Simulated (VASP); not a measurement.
GaSb: band-structure run (part 1 of 2)

- system: GaSb (2 atoms in the cell)
- method: Kohn-Sham DFT of a periodic cell, PBE, spin-orbit coupling, VASP PAW PBE potentials, recommended (VASP 6.6.1)

The structure derives from an entry of the Crystallography Open Database.

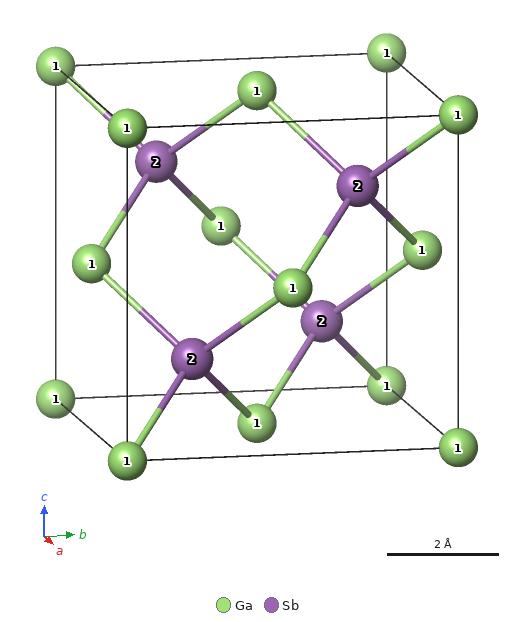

*The structure (ball-and-stick view of the cell 4 times as large as that of the calculation, set on its symmetry axes, seen slightly off an axis; atoms are numbered from 1 in the order of the input).*

Near neighbours in the crystal (not all of them lie inside the picture): Ga has 4 Sb at 2.65 Å; Sb has 4 Ga at 2.65 Å.

Results in brief

| quantity | value |
| --- | --- |
| outcome | converged |
| space group (tolerance 0.01 Å) | F-43m (216) |
| electrons treated | 18 |
| free energy | −7.4199 eV |
| Fermi energy of the self-consistent step | 5.105 eV |
| gap on the k-point mesh | none (metallic) |
| gap on the band path | 0.00 eV |
| pressure | 2.45 GPa |
| largest force (length of the vector) | under 0.001 eV/Å |
| hardware | 1 thread of Intel Xeon @ 2.50GHz (Skylake/Cascade Lake), 128 GiB of memory available, shared host |
| wall time | 11 min |
| peak memory | 0.6 GiB |

INCAR
```
SYSTEM = GaSb
PREC = Accurate ; ENCUT = 520
EDIFF = 1E-6 ; ISMEAR = 0
SIGMA = 0.1 ; LREAL = .FALSE.
LASPH = .TRUE. ; NELM = 80
ALGO = Normal ; ISIF = 2
LWAVE = .FALSE. ; LCHARG = .FALSE.
LNONCOLLINEAR = .TRUE. ; MAGMOM = 0 0 0 0 0 0
LORBIT = 11 ; LSORBIT = .TRUE.
GGA_COMPAT = .FALSE. ; GGA = PE
NBANDS = 30
```

KPOINTS
```
Automatic mesh
0
G
  12 12 12
  0 0 0
```

KPOINTS_OPT
```
path GXWKGLUWLK,UX
15
line-mode
reciprocal
 0.0000000000  0.0000000000  0.0000000000  G
 0.5000000000  0.0000000000  0.5000000000  X

 0.5000000000  0.0000000000  0.5000000000  X
 0.5000000000  0.2500000000  0.7500000000  W

 0.5000000000  0.2500000000  0.7500000000  W
 0.3750000000  0.3750000000  0.7500000000  K

 0.3750000000  0.3750000000  0.7500000000  K
 0.0000000000  0.0000000000  0.0000000000  G

 0.0000000000  0.0000000000  0.0000000000  G
 0.5000000000  0.5000000000  0.5000000000  L

 0.5000000000  0.5000000000  0.5000000000  L
 0.6250000000  0.2500000000  0.6250000000  U

 0.6250000000  0.2500000000  0.6250000000  U
 0.5000000000  0.2500000000  0.7500000000  W

 0.5000000000  0.2500000000  0.7500000000  W
 0.5000000000  0.5000000000  0.5000000000  L

 0.5000000000  0.5000000000  0.5000000000  L
 0.3750000000  0.3750000000  0.7500000000  K

 0.6250000000  0.2500000000  0.6250000000  U
 0.5000000000  0.0000000000  0.5000000000  X
```

POSCAR
```
GaSb
1.0
    0.0000000000      3.0590000000      3.0590000000
    3.0590000000      0.0000000000      3.0590000000
    3.0590000000      3.0590000000      0.0000000000
Ga Sb
1 1
Direct
    0.0000000000      0.0000000000      0.0000000000
    0.2500000000      0.2500000000      0.2500000000
```

Launch command:
```bash
cat potpaw_PBE.64/Ga_d/POTCAR potpaw_PBE.64/Sb/POTCAR > POTCAR
mpirun -np 1 vasp_ncl > vasp.out
```

OSZICAR
```
N       E                     dE             d eps       ncg     rms          rms(c)
DAV:   1     0.125284492969E+03    0.12528E+03   -0.79996E+03  7372   0.151E+03
DAV:   2     0.818171704841E+01   -0.11710E+03   -0.11179E+03  7702   0.412E+02
DAV:   3    -0.696453671542E+01   -0.15146E+02   -0.14977E+02  8120   0.109E+02
DAV:   4    -0.746379415003E+01   -0.49926E+00   -0.49828E+00  8472   0.218E+01
DAV:   5    -0.747579309333E+01   -0.11999E-01   -0.11998E-01  8438   0.325E+00    0.361E+00
DAV:   6    -0.743146569414E+01    0.44327E-01   -0.64866E-02 10178   0.423E+00    0.212E+00
DAV:   7    -0.741865680513E+01    0.12809E-01   -0.30782E-02  7638   0.142E+00    0.134E+00
DAV:   8    -0.741893886968E+01   -0.28206E-03   -0.46387E-03  8128   0.530E-01    0.237E-01
DAV:   9    -0.741960017643E+01   -0.66131E-03   -0.95422E-04  7622   0.286E-01    0.516E-02
DAV:  10    -0.741984544495E+01   -0.24527E-03   -0.26080E-04  7878   0.141E-01    0.206E-02
DAV:  11    -0.741992065307E+01   -0.75208E-04   -0.10629E-04  7862   0.591E-02    0.754E-03
DAV:  12    -0.741992137617E+01   -0.72310E-06   -0.23726E-06  8074   0.117E-02
   1 F= -.74199214E+01 E0= -.74198673E+01  d E =-.108236E-03  mag=     0.0000    -0.0000     0.0000
       N       E                     dE             ncg
DAV:   1     0.343715063188E+04   -0.48037E+05     7536
DAV:   2    -0.100103600881E+05   -0.13448E+05     7582
DAV:   3    -0.117421653115E+05   -0.17318E+04     8324
DAV:   4    -0.117990055474E+05   -0.56840E+02     8176
DAV:   5    -0.118003784605E+05   -0.13729E+01     8710
DAV:   6    -0.118004485950E+05   -0.70134E-01     9938
DAV:   7    -0.118004491017E+05   -0.50674E-03     8830
DAV:   8    -0.118004491102E+05   -0.84717E-05     7042
DAV:   9    -0.118004491112E+05   -0.10335E-05     5134
DAV:  10    -0.118004491116E+05   -0.37427E-06     4900
       N       E                     dE             ncg
DAV:   1     0.376126411258E+05   -0.17540E+05     2206
DAV:   2     0.337203329900E+05   -0.38923E+04     2228
DAV:   3     0.332302590369E+05   -0.49007E+03     2412
DAV:   4     0.332152142219E+05   -0.15045E+02     2502
DAV:   5     0.332148641256E+05   -0.35010E+00     2518
DAV:   6     0.332148460222E+05   -0.18103E-01     3022
DAV:   7     0.332148458830E+05   -0.13925E-03     2568
DAV:   8     0.332148458808E+05   -0.21225E-05     2158
DAV:   9     0.332148458805E+05   -0.29673E-06     1622
```

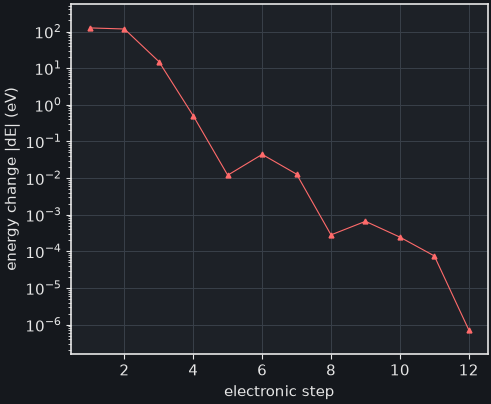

*Convergence of the self-consistent field: energy change |dE| against the electronic step.*

It takes 12 electronic steps. The density is held fixed in the first few steps, and dE rises again when its update begins.

Parts of OUTCAR
```
SYSTEM = GaSb
   PREC = Accurate
   ENCUT = 520
   EDIFF = 1E-6
   ISMEAR = 0
   LREAL = .FALSE.
   LASPH = .TRUE.
   NELM = 80
   ISIF = 2
   LNONCOLLINEAR = .TRUE.
   LORBIT = 11
   LSORBIT = .TRUE.
   GGA = PE

 ion  position               nearest neighbor table
   1  0.000  0.000  0.000-   2 2.65   2 2.65   2 2.65   2 2.65
   2  0.250  0.250  0.250-   1 2.65   1 2.65   1 2.65   1 2.65

  LATTYP: Found a face centered cubic cell.
 ALAT       =     6.1180000000

  Lattice vectors:

 A1 = (   0.0000000000,   3.0590000000,   3.0590000000)
 A2 = (   3.0590000000,   0.0000000000,   3.0590000000)
 A3 = (   3.0590000000,   3.0590000000,   0.0000000000)

Analysis of symmetry for initial positions (statically):
=====================================================================
 Subroutine PRICEL returns:
 Original cell was already a primitive cell.

 Routine SETGRP: Setting up the symmetry group for a
 face centered cubic supercell.

 Subroutine GETGRP returns: Found 24 space group operations
 (whereof 24 operations were pure point group operations)
 out of a pool of 48 trial point group operations.

The static configuration has the point symmetry T_d .

Analysis of symmetry for dynamics (positions and initial velocities):
=====================================================================
 Subroutine PRICEL returns:
 Original cell was already a primitive cell.

 Routine SETGRP: Setting up the symmetry group for a
 face centered cubic supercell.

 Subroutine GETGRP returns: Found 24 space group operations
 (whereof 24 operations were pure point group operations)
 out of a pool of 48 trial point group operations.

The dynamic configuration has the point symmetry T_d .

Analysis of structural, dynamic, and magnetic symmetry:
=====================================================================
 Subroutine PRICEL returns:
 Original cell was already a primitive cell.

 Routine SETGRP: Setting up the symmetry group for a
 face centered cubic supercell.

 Subroutine GETGRP returns: Found 24 space group operations
 (whereof 24 operations were pure point group operations)
 out of a pool of 48 trial point group operations.

The overall configuration has the point symmetry T_d .

 Subroutine INISYM returns: Found 24 space group operations
 (whereof 24 operations are pure point group operations),
 and found     1 'primitive' translations

----------------------------------------------------------------------------------------

                                     Primitive cell

  volume of cell :      57.2491

  direct lattice vectors                    reciprocal lattice vectors
     0.000000000  3.059000000  3.059000000    -0.163452109  0.163452109  0.163452109
     3.059000000  0.000000000  3.059000000     0.163452109 -0.163452109  0.163452109
     3.059000000  3.059000000  0.000000000     0.163452109  0.163452109 -0.163452109

  length of vectors
     4.326079287  4.326079287  4.326079287     0.283107357  0.283107357  0.283107357

  position of ions in fractional coordinates (direct lattice)
     0.000000000  0.000000000  0.000000000
     0.250000000  0.250000000  0.250000000

  ion indices of the primitive-cell ions
   primitive index   ion index
                 1           1
                 2           2

----------------------------------------------------------------------------------------

 KPOINTS: Automatic mesh

Automatic generation of k-mesh.
 Grid dimensions read from file:
 generate k-points for:   12   12   12

 Generating k-lattice:

  Cartesian coordinates                     Fractional coordinates (reciprocal lattice)
    -0.013621009  0.013621009  0.013621009     0.083333333  0.000000000  0.000000000
     0.013621009 -0.013621009  0.013621009     0.000000000  0.083333333  0.000000000
     0.013621009  0.013621009 -0.013621009     0.000000000  0.000000000  0.083333333

  Length of vectors
     0.023592280  0.023592280  0.023592280

  Shift w.r.t. Gamma in fractional coordinates (k-lattice)
     0.000000000  0.000000000  0.000000000

 Subroutine IBZKPT returns following result:
 ===========================================

 Found    116 irreducible k-points:

 Following reciprocal coordinates:
            Coordinates               Weight
  0.000000  0.000000  0.000000      1.000000
  0.083333  0.000000  0.000000      4.000000
 -0.083333  0.000000  0.000000      4.000000
  0.166667  0.000000  0.000000      4.000000
 -0.166667  0.000000  0.000000      4.000000
  0.250000  0.000000  0.000000      4.000000
 -0.250000  0.000000  0.000000      4.000000
  0.333333  0.000000  0.000000      4.000000
 -0.333333  0.000000  0.000000      4.000000
  0.416667  0.000000  0.000000      4.000000
 -0.416667  0.000000  0.000000      4.000000
  0.500000  0.000000  0.000000      4.000000
  0.083333  0.083333  0.000000      6.000000
  0.166667  0.083333  0.000000     12.000000
 -0.166667 -0.083333  0.000000     12.000000
  0.250000  0.083333  0.000000     12.000000
 -0.250000 -0.083333  0.000000     12.000000
  0.333333  0.083333  0.000000     12.000000
 -0.333333 -0.083333  0.000000     12.000000
  0.416667  0.083333  0.000000     12.000000
 -0.416667 -0.083333  0.000000     12.000000
  0.500000  0.083333  0.000000     12.000000
  0.500000 -0.083333  0.000000     12.000000
 -0.416667  0.083333  0.000000     12.000000
 [... further k-points ...]
   k-points           NKPTS =    116   k-points in BZ     NKDIM =    116   number of bands    NBANDS=     30
   number of dos      NEDOS =    301   number of ions     NIONS =      2
   total plane-waves  NPLWV =  32768
   dimension x,y,z NGX =    32 NGY =   32 NGZ =   32
   dimension x,y,z NGXF=    64 NGYF=   64 NGZF=   64
   ions per type =               1   1
   NGX,Y,Z   is equivalent  to a cutoff of  12.30, 12.30, 12.30 a.u.
   NGXF,Y,Z  is equivalent  to a cutoff of  24.59, 24.59, 24.59 a.u.
 SYSTEM =  GaSb
   PREC   = accura    normal or accurate (medium, high low for compatibility)
   ISTART =      0    job   : 0-new  1-cont  2-samecut
   ICHARG =      2    charge: 1-file 2-atom 10-const
   ISPIN  =      1    spin polarized calculation?
   LNONCOLLINEAR =      T non collinear calculations
   LSORBIT =      T    spin-orbit coupling
   LASPH  =      T    aspherical Exc in radial PAW
   ENCUT  =  520.0 eV  38.22 Ry    6.18 a.u.   8.04  8.04  8.04*2*pi/ulx,y,z
   NELM   =     80;   NELMIN=  2; NELMDL= -5     # of ELM steps
   EDIFF  = 0.1E-05   stopping-criterion for ELM
   LREAL  =      F    real-space projection
   EDIFFG = 0.1E-04   stopping-criterion for IOM
   NSW    =      0    number of steps for IOM
   IBRION =     -1    ionic relax: 0-MD 1-quasi-New 2-CG
   NFREE  =      0    steps in history (QN), initial steepest desc. (CG)
   ISIF   =      2    stress and relaxation
   ISYM   =      2    0-nonsym 1-usesym 2-fastsym
   POTIM  = 0.5000    time-step for ionic-motion
   TEBEG  =    0.0;   TEEND  =   0.0 temperature during run
   PSTRESS=    0.0 pullay stress
   NELECT =      18.0000    total number of electrons
   NUPDOWN=      -1.0000    fix difference up-down
   EMIN   =  10.00;   EMAX   =-10.00  energy-range for DOS
   EFERMI =   0.00;   METHOD = LEGACY
   ISMEAR =     0;   SIGMA  =   0.10  broadening in eV -4-tet -1-fermi 0-gaus
   EFERMI_NEDOS =   21; number of points for ismear=-14 and -15
   IALGO  =     38    algorithm
   IMIX   =      4    mixing-type and parameters
     AMIX     =   0.40;   BMIX     =  1.00
     AMIX_MAG =   1.60;   BMIX_MAG =  1.00
  volume/ion in A,a.u.               =      28.62       193.17
  Fermi-wavevector in a.u.,A,eV,Ry     =   1.113208  2.103657 16.860766  1.239231
  Thomas-Fermi vector in A             =   2.249790
   LORBIT       =     11    0 simple, 1 ext, 2 COOP (PROOUT), +10 PAW based schemes
   GGA     = PE    functional components
   LHFCALC =     F    Hartree Fock is set to
   AEXX    =    0.0000 exact exchange contribution
   IVDW    =     0    specifies the selected vdW correction
   LEPSILON=     F    determine dielectric tensor
   LRPA    =     F    only Hartree local field effects (RPA)
 Gauss-broadening in eV      SIGMA  =   0.10
  energy-cutoff  :      520.00
  volume of cell :       57.25
 maximum number of plane-waves:      3144
   NGX = 17   NGY = 17   NGZ = 17

 number of electron      18.0000000 magnetization       0.0000000      0.0000000      0.0000000

 number of electron      17.9999986 magnetization      -0.0000000     -0.0000000     -0.0000000

 number of electron      17.9999986 magnetization       0.0000000     -0.0000000      0.0000000

 number of electron      17.9999986 magnetization      -0.0000000      0.0000000     -0.0000000
```
